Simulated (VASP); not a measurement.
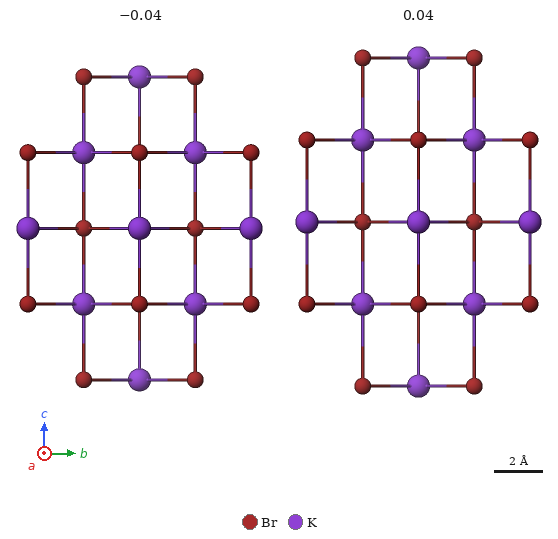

Crystalline KBr (set up in I4/mmm), held at several strains, with the atoms relaxed (per unit of the tabulated number the cell is strained by 1.0 along c). The picture shows the first and the last member. The picture is a ball-and-stick view of the conventional cell (2 times the calculation's cell), seen along the a axis. Lengths and directions refer to the drawn axes.

Computed with VASP 6.6.1: PBE, VASP PAW PBE potentials, recommended. (plane-wave cutoff 520 eV; k-point mesh 7 × 7 × 7; occupations fermi-dirac; smearing width 0.05 eV; no spin polarisation)

```
strain  energy (meV/atom)
 −0.04              15.37
 −0.02                  ?
 −0.01               2.19
   0.0               0.00
  0.01              −1.31
  0.02              −1.85
  0.04              −1.02
```

One row is withheld. What does the calculation give there?

A parabola through three neighbouring rows (−0.04, −0.01, 0.0) gives, with Lagrange weights, (0.1667)(15.37) + (1.3333)(2.19) + (−0.5000)(0.00) = 5.48 meV/atom. The calculation gives 5.38 meV/atom. The estimate is 0.10 meV/atom too high. The lowest tabulated energy lies at 0.02, so the unstrained cell isn't a minimum along this strain at this level. From the first member to the last: Br–K 3.168 → 3.432 Å.

The whole series:

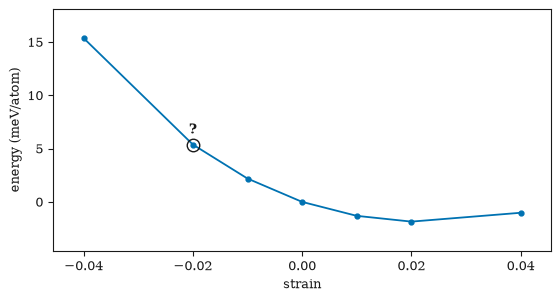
